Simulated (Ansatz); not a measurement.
# Sn8HO16 (charge +1): nudged elastic band (part 3 of 3)

Continued. System: Sn8HO16 (defect cell, 25 atoms in the cell, total charge +1). Method: DFT PBE, scalar-relativistic, plane waves, PAW, no spin polarisation (Ansatz 0.2.0); cutoff 420 eV, 3×3×3 k-mesh, Gaussian smearing of 0.02 eV. The structure derives from an entry of the Crystallography Open Database.

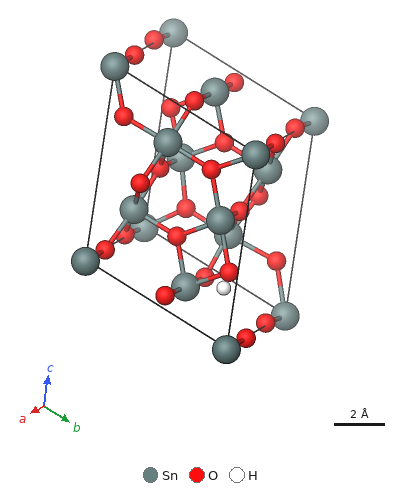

*The structure as given in the input (ball-and-stick view of the cell of the calculation, seen slightly off an axis).*

Output, continued
```
--- NEB band (7 images, 10 band iterations, 417 SCF iterations) ---
  forward barrier  = 0.741887 eV
  backward barrier = 0.741887 eV
  lagrangian_above_aufbau_ev (what the smearing adds, to first order; not taken off the barriers): saddle image -0.000000 eV, end points -0.000000 and -0.000000 eV
  climbing image's point = of an order that was not read
  energies are F+E_penalty+E_count in eV, relative to image 0
  image     s (Å)  Δ vs image 0  max|band force component| (eV/Å)
      0    0.0000      0.000000                                 —
      1    0.3882      0.074478                          4.023e-3
      2    0.7765      0.326178                          1.435e-2
  *   3    1.1649      0.741887                          4.216e-2
      4    1.6034      0.370178                          1.659e-2
      5    2.0418      0.089220                          4.376e-3
      6    2.4802      0.000000                                 —
  climbing-image geometry (image 3):
  cell:  # Å, volume = 301.8396 Å³
    - [-4.8274195315, -4.8274195315, 0.0]
    - [4.8274195315, -4.8274195315, 0.0]
    - [0.0, 4.8274195315, 6.4761384825]
  atoms:
    - { symbol: Sn, position: [0.5045036550963704, 0.5008665791664995, 0.0040986198996216805] }
    - { symbol: Sn, position: [0.7464681215546578, 0.7446987458531855, 0.5003087309559402] }
    - { symbol: Sn, position: [-0.007935977551999044, -0.007963661152294289, -0.0016403461184383934] }
    - { symbol: Sn, position: [0.27974226721320355, 0.2734352700652403, 0.5122959609853551] }
    - { symbol: Sn, position: [0.12302493220306779, 0.6153799817145419, 0.2505044240316147] }
    - { symbol: Sn, position: [0.3680580703452726, 0.8792323980698753, 0.7473217092990626] }
    - { symbol: Sn, position: [0.6136274397697661, 0.11979260512418256, 0.24047460854069533] }
    - { symbol: Sn, position: [0.8843162331017808, 0.3666405517117197, 0.7536099899364614] }
    - { symbol: O, position: [0.19654822463492594, 0.5049100836089205, 0.00356225858314271] }
    - { symbol: O, position: [0.43959016612975543, 0.7482876369888046, 0.4986476170145559] }
    - { symbol: O, position: [0.6869522193152119, -0.0001786675932724164, -0.004516205233891219] }
    - { symbol: O, position: [0.9484965018565581, 0.20094440804083305, 0.4768923666692067] }
    - { symbol: O, position: [0.13457289870662947, 0.31086658026085806, 0.2497811856042405] }
    - { symbol: O, position: [0.3789530338252637, 0.5771935157352451, 0.7573621022903578] }
    - { symbol: O, position: [0.6252293235365807, 0.8166809320141031, 0.25101407565463724] }
    - { symbol: O, position: [0.8765645321947446, 0.062059752255459344, 0.7505650076932185] }
    - { symbol: O, position: [0.8087504869709605, 0.49250338038069286, -0.00023782148477199044] }
    - { symbol: O, position: [0.052879960513861346, 0.7392441081392565, 0.4993526064613713] }
    - { symbol: O, position: [0.29780888194966854, -0.00793921530560568, -0.0010146512288213318] }
    - { symbol: O, position: [0.57066382536593, 0.24580794928886882, 0.5014219105010385] }
    - { symbol: O, position: [0.09272310988655674, 0.9378899959915118, 0.2684624301605456] }
    - { symbol: O, position: [0.3745524801811849, 0.18624654497834778, 0.7495109519058879] }
    - { symbol: O, position: [0.6254103600916072, 0.42756292474503554, 0.2512580704041676] }
    - { symbol: O, position: [0.87516375555373, 0.6702807757543918, 0.7481490252124212] }
    - { symbol: H, position: [0.9816035772547106, 1.0259359549635982, 0.3677018809623808] }
```

The last band as extended XYZ (Å, eV, eV/Å)
```
25
Lattice="-4.8274 -4.8274 0.0000 4.8274 -4.8274 0.0000 0.0000 4.8274 6.4761" Properties=species:S:1:pos:R:3:forces:R:3 image=0 energy=-57298.31153
Sn   -0.0154   -4.8436    0.0129   -0.0018   0.0006   0.0023
Sn   -0.0157   -4.8435    3.2252    0.0007  -0.0001  -0.0016
Sn    0.0289    0.0047   -0.0750   -0.0005  -0.0005   0.0033
Sn    0.0290    0.0047    3.3131   -0.0014   0.0001  -0.0049
Sn    2.2453   -2.3271    1.6190   -0.0021   0.0031  -0.0005
Sn    2.4167   -2.4114    4.8563    0.0017   0.0001   0.0009
Sn   -2.3419   -2.3961    1.6190   -0.0084   0.0008   0.0001
Sn   -2.4107   -2.4112    4.8579    0.0013  -0.0001  -0.0007
O     1.5171   -3.4040    0.0191   -0.0007   0.0008  -0.0007
O     1.5171   -3.4040    3.2190   -0.0007   0.0006   0.0004
O    -3.2938   -3.3762    0.0083    0.0002  -0.0016   0.0011
O    -3.2938   -3.3763    3.2298    0.0006  -0.0007  -0.0008
O     0.7874   -0.8978    1.6191    0.0024  -0.0024  -0.0004
O     0.8874   -0.9887    4.8886    0.0008   0.0014  -0.0003
O     0.7994   -5.9374    1.6190    0.0031   0.0037   0.0002
O    -3.9401   -0.9886    4.8257    0.0012   0.0007  -0.0007
O    -1.5829   -6.2430    0.0165    0.0006   0.0008  -0.0002
O     3.2446   -1.4158    3.2216    0.0002   0.0009   0.0004
O    -1.5258   -1.3769    0.0062    0.0008  -0.0022  -0.0012
O    -1.5256   -1.3769    3.2319    0.0003  -0.0019   0.0011
O     4.0522   -3.5987    1.6187   -0.0053  -0.0117   0.0019
O    -0.8876    0.9922    4.8731    0.0001  -0.0002   0.0018
O    -0.8642   -3.8435    1.6190    0.0004   0.0009  -0.0004
O    -0.8876   -3.8352    4.8411   -0.0007   0.0004  -0.0013
H    -0.1614   -7.6350    1.6186    0.0071   0.0064   0.0004
25
Lattice="-4.8274 -4.8274 0.0000 4.8274 -4.8274 0.0000 0.0000 4.8274 6.4761" Properties=species:S:1:pos:R:3:forces:R:3 image=1 energy=-57298.23705
Sn   -0.0156   -4.8413    0.0209    0.0044  -0.0108   0.0039
Sn   -0.0092   -4.8080    3.2262   -0.0005  -0.0287   0.0104
Sn    0.0269    0.0230   -0.0684    0.0091  -0.0294  -0.0116
Sn    0.0307   -0.0701    3.3280    0.0184   0.0824   0.0046
Sn    2.2807   -2.3172    1.6096   -0.0550   0.0033   0.0128
Sn    2.4480   -2.4114    4.8501   -0.0181  -0.0028   0.0187
Sn   -2.3643   -2.3930    1.6068    0.0229  -0.0064   0.0329
Sn   -2.4479   -2.4201    4.8513    0.0478   0.0017   0.0137
O     1.4940   -3.3769    0.0206    0.0040  -0.0118   0.0104
O     1.4910   -3.3437    3.2191    0.0009  -0.0230   0.0106
O    -3.3190   -3.3455   -0.0033    0.0077  -0.0094   0.0289
O    -3.3860   -3.3349    3.2097    0.1135  -0.0493   0.0515
O     0.8212   -0.8902    1.6109   -0.0124   0.0222   0.0141
O     0.9383   -0.9692    4.9067   -0.0174  -0.0072   0.0038
O     0.8698   -5.8403    1.6266   -0.0388  -0.0736   0.0126
O    -3.9161   -0.9399    4.8276    0.0092  -0.0287  -0.0024
O    -1.5456   -6.2771    0.0028   -0.0100   0.0043   0.0225
O     3.2931   -1.4285    3.2155   -0.0125  -0.0109   0.0036
O    -1.4905   -1.3988    0.0049   -0.0075   0.0011   0.0140
O    -1.5124   -1.4371    3.2366    0.0240   0.0390   0.0094
O     4.0332   -3.6530    1.6794   -0.0415  -0.0060  -0.0410
O    -0.9063    0.9461    4.8682    0.0045   0.0220   0.0223
O    -0.9151   -3.8654    1.6166    0.0350  -0.0005   0.0102
O    -0.9329   -3.8543    4.8438    0.0348  -0.0039   0.0101
H    -0.1332   -7.7596    1.8631   -0.1226   0.1265  -0.2661
25
Lattice="-4.8274 -4.8274 0.0000 4.8274 -4.8274 0.0000 0.0000 4.8274 6.4761" Properties=species:S:1:pos:R:3:forces:R:3 image=2 energy=-57297.98535
Sn   -0.0189   -4.8345    0.0245   -0.0013  -0.0052   0.0202
Sn   -0.0077   -4.7861    3.2298    0.0057  -0.0146   0.0062
Sn    0.0180    0.0462   -0.0478    0.0499  -0.0708  -0.0771
Sn    0.0134   -0.1520    3.3322    0.1241   0.1108   0.0537
Sn    2.3345   -2.3246    1.6089   -0.1075   0.0704  -0.0069
Sn    2.4666   -2.4126    4.8423    0.0054  -0.0073   0.0378
Sn   -2.3860   -2.3881    1.5851   -0.0044  -0.0296   0.1000
Sn   -2.4894   -2.4214    4.8511    0.0319  -0.0593  -0.0548
O     1.4929   -3.3704    0.0242    0.0181  -0.0168   0.0413
O     1.4925   -3.3240    3.2184    0.0051   0.0000  -0.0003
O    -3.3207   -3.3377   -0.0215    0.0010  -0.0091   0.0493
O    -3.4923   -3.2893    3.1691    0.3237  -0.1150   0.2451
O     0.8362   -0.9160    1.6083   -0.0357   0.0698   0.0096
O     0.9573   -0.9663    4.9137    0.0043  -0.0274   0.0489
O     0.9101   -5.7720    1.6243   -0.0274  -0.0767   0.0252
O    -3.9234   -0.9152    4.8406    0.0298  -0.0296  -0.0273
O    -1.5336   -6.2837   -0.0087   -0.0129  -0.0122   0.0078
O     3.3081   -1.4170    3.2211   -0.0083  -0.0127  -0.0085
O    -1.4802   -1.4004    0.0005   -0.0017   0.0069   0.0443
O    -1.5368   -1.4809    3.2389    0.0840   0.0969   0.0086
O     4.0769   -3.6514    1.7322    0.0059   0.0685   0.0216
O    -0.9086    0.9221    4.8575    0.0053   0.0210   0.0453
O    -0.9444   -3.8690    1.6185    0.0399  -0.0061   0.0082
O    -0.9649   -3.8526    4.8452    0.0735  -0.0197   0.0333
H    -0.0125   -7.8866    2.1346   -0.6084   0.0676  -0.6315
25
Lattice="-4.8274 -4.8274 0.0000 4.8274 -4.8274 0.0000 0.0000 4.8274 6.4761" Properties=species:S:1:pos:R:3:forces:R:3 image=3 energy=-57297.56964
Sn   -0.0176   -4.8336    0.0265   -0.0104   0.0189   0.0103
Sn   -0.0085   -4.7833    3.2401    0.0053  -0.0024  -0.0104
Sn   -0.0001    0.0688   -0.0106   -0.0088   0.0054   0.0233
Sn   -0.0304   -0.1974    3.3177    0.0354  -0.0231  -0.0268
Sn    2.3768   -2.3553    1.6223    0.0181  -0.0221   0.0003
Sn    2.4677   -2.4136    4.8398    0.0040  -0.0175   0.0190
Sn   -2.3839   -2.3797    1.5573   -0.0131  -0.0079  -0.0107
Sn   -2.4990   -2.4009    4.8805    0.0058  -0.0050   0.0125
O     1.4886   -3.3690    0.0231   -0.0042  -0.0051  -0.0009
O     1.4902   -3.3272    3.2293   -0.0077   0.0061   0.0138
O    -3.3171   -3.3371   -0.0292    0.0012  -0.0051  -0.0024
O    -3.6087   -3.2467    3.0884   -0.0113   0.0151  -0.0168
O     0.8510   -0.9445    1.6176   -0.0096   0.0096   0.0114
O     0.9570   -0.9596    4.9048   -0.0111   0.0060  -0.0093
O     0.9242   -5.7490    1.6256    0.0075  -0.0214   0.0065
O    -3.9320   -0.9078    4.8608   -0.0116   0.0082  -0.0094
O    -1.5267   -6.2828   -0.0015    0.0005   0.0044  -0.0038
O     3.3134   -1.4133    3.2339    0.0060   0.0058  -0.0138
O    -1.4760   -1.4042   -0.0066    0.0059   0.0046  -0.0171
O    -1.5682   -1.5209    3.2473   -0.0123   0.0016   0.0059
O     4.0800   -3.6792    1.7386   -0.0166   0.0297  -0.0051
O    -0.9090    0.9110    4.8539   -0.0044   0.0059   0.0067
O    -0.9551   -3.8702    1.6272    0.0047   0.0005  -0.0027
O    -0.9891   -3.8489    4.8451    0.0080  -0.0079  -0.0004
H     0.2140   -7.9162    2.3813    0.0188  -0.0042   0.0199
25
Lattice="-4.8274 -4.8274 0.0000 4.8274 -4.8274 0.0000 0.0000 4.8274 6.4761" Properties=species:S:1:pos:R:3:forces:R:3 image=4 energy=-57297.94135
Sn   -0.0101   -4.8376    0.0194    0.0083   0.0032  -0.0326
Sn   -0.0119   -4.7798    3.2491   -0.0067   0.0119  -0.0023
Sn   -0.0134    0.0700    0.0098   -0.0387   0.0088   0.0210
Sn   -0.0699   -0.1944    3.2811   -0.0730  -0.0049  -0.1000
Sn    2.3918   -2.3930    1.6315    0.0289  -0.0765  -0.0051
Sn    2.4541   -2.4178    4.8390   -0.0267  -0.0078  -0.0154
Sn   -2.3628   -2.3731    1.5347    0.0294   0.0133  -0.0656
Sn   -2.4780   -2.3806    4.9164    0.0392   0.0473   0.0488
O     1.4739   -3.3650    0.0187   -0.0336   0.0110  -0.0255
O     1.4771   -3.3305    3.2424   -0.0323   0.0021   0.0054
O    -3.3238   -3.3376   -0.0213   -0.0141   0.0057  -0.0074
O    -3.6024   -3.2565    3.1018    0.0105  -0.0079   0.0017
O     0.8701   -0.9599    1.6234    0.0340  -0.0203  -0.0008
O     0.9484   -0.9510    4.8800   -0.0256   0.0251  -0.0764
O     0.9218   -5.7678    1.6350   -0.0104  -0.0289  -0.0042
O    -3.9312   -0.9088    4.8688   -0.0065   0.0067  -0.0051
O    -1.5135   -6.2858    0.0176    0.0203  -0.0001   0.0130
O     3.3454   -1.4476    3.2336    0.0588  -0.0577  -0.0220
O    -1.4710   -1.4228   -0.0275    0.0102  -0.0248  -0.0650
O    -1.5800   -1.5496    3.2522   -0.0289  -0.0479  -0.0117
O     3.9686   -3.8030    1.6931   -0.2248  -0.2283  -0.1140
O    -0.9177    0.9037    4.8477   -0.0226  -0.0064  -0.0296
O    -0.9561   -3.8785    1.6288   -0.0053  -0.0101  -0.0149
O    -1.0012   -3.8561    4.8467   -0.0276  -0.0077  -0.0165
H     0.3876   -7.7145    2.6609    0.3371   0.3944   0.5239
25
Lattice="-4.8274 -4.8274 0.0000 4.8274 -4.8274 0.0000 0.0000 4.8274 6.4761" Properties=species:S:1:pos:R:3:forces:R:3 image=5 energy=-57298.22231
Sn   -0.0045   -4.8392    0.0079    0.0029   0.0021  -0.0203
Sn   -0.0165   -4.7698    3.2475   -0.0068   0.0163  -0.0129
Sn   -0.0109    0.0423    0.0073   -0.0037  -0.0257  -0.0130
Sn   -0.0895   -0.1756    3.2529   -0.0190   0.0177  -0.0397
Sn    2.4038   -2.4171    1.6316    0.0090  -0.0237  -0.0105
Sn    2.4387   -2.4238    4.8385   -0.0188  -0.0027  -0.0094
Sn   -2.3755   -2.3785    1.5313   -0.0160  -0.0027  -0.0139
Sn   -2.4513   -2.3814    4.9273    0.0286   0.0008  -0.0020
O     1.4562   -3.3512    0.0162   -0.0193   0.0168  -0.0112
O     1.4620   -3.3225    3.2428   -0.0174   0.0101  -0.0107
O    -3.3495   -3.3328   -0.0176   -0.0255   0.0087  -0.0079
O    -3.5930   -3.2427    3.1697    0.0057   0.0186   0.0563
O     0.9098   -0.9484    1.6290    0.0379   0.0147  -0.0019
O     0.9522   -0.9370    4.8530    0.0007   0.0165  -0.0406
O     0.9254   -5.7669    1.6372    0.0013   0.0046  -0.0100
O    -3.9138   -0.9082    4.8613    0.0127   0.0047  -0.0167
O    -1.4876   -6.3060    0.0276    0.0222  -0.0174  -0.0017
O     3.4159   -1.5187    3.2304    0.0700  -0.0667  -0.0112
O    -1.4616   -1.4582   -0.0389    0.0097  -0.0291  -0.0230
O    -1.5636   -1.5755    3.2465    0.0120  -0.0223  -0.0171
O     3.8887   -3.9067    1.6595   -0.0799  -0.0994  -0.0462
O    -0.9434    0.8840    4.8430   -0.0270  -0.0168  -0.0136
O    -0.9762   -3.8975    1.6252   -0.0230  -0.0146  -0.0129
O    -1.0089   -3.8827    4.8497   -0.0105  -0.0225  -0.0087
H     0.4430   -7.5005    2.9739    0.0544   0.2121   0.2993
25
Lattice="-4.8274 -4.8274 0.0000 4.8274 -4.8274 0.0000 0.0000 4.8274 6.4761" Properties=species:S:1:pos:R:3:forces:R:3 image=6 energy=-57298.31153
Sn   -0.0024   -4.8244   -0.0008   -0.0001   0.0017   0.0009
Sn   -0.0176   -4.7556    3.2381   -0.0008  -0.0084   0.0001
Sn   -0.0025    0.0030    0.0008    0.0001   0.0013  -0.0007
Sn   -0.0866   -0.1684    3.2381   -0.0031  -0.0021  -0.0005
Sn    2.4299   -2.4291    1.6319   -0.0006  -0.0018   0.0022
Sn    2.4298   -2.4294    4.8442    0.0001   0.0007  -0.0016
Sn   -2.4184   -2.3848    1.5440    0.0005  -0.0005   0.0033
Sn   -2.4184   -2.3847    4.9322   -0.0002  -0.0014  -0.0049
O     1.4215   -3.3013    0.0159    0.0002   0.0001   0.0018
O     1.4298   -3.2779    3.2380   -0.0009   0.0004  -0.0004
O    -3.4059   -3.3013   -0.0160   -0.0004  -0.0007  -0.0013
O    -3.6424   -3.1889    3.2377    0.0117  -0.0053   0.0019
O     0.9903   -0.8966    1.6381   -0.0008  -0.0007  -0.0007
O     0.9903   -0.8967    4.8380   -0.0006  -0.0007   0.0004
O     0.9625   -5.7076    1.6273    0.0016   0.0002   0.0011
O    -3.8648   -0.8801    4.8488    0.0007   0.0006  -0.0008
O    -1.4250   -6.3538    0.0315   -0.0014   0.0007  -0.0003
O     3.5237   -1.6143    3.2381   -0.0037   0.0031   0.0002
O    -1.4251   -1.5264   -0.0314   -0.0007   0.0012  -0.0007
O    -1.5159   -1.6263    3.2381    0.0024   0.0024  -0.0004
O     3.8293   -3.9966    1.6355   -0.0008   0.0006  -0.0002
O    -0.9979    0.8309    4.8406   -0.0009   0.0002   0.0004
O    -1.0368   -3.9395    1.6252    0.0022   0.0008  -0.0012
O    -1.0368   -3.9394    4.8509    0.0019   0.0003   0.0011
H     0.3939   -7.4025    3.2376   -0.0064   0.0071   0.0004
```

Key numbers

```tsv
quantity	value
outcome	converged
barrier, forward	0.742 eV
barrier, backward	0.742 eV
electrons treated	208
wall time	21 min (CPU time 54 min)
peak memory	2.9 GiB
```

Notes

The order of the saddle point was not checked.
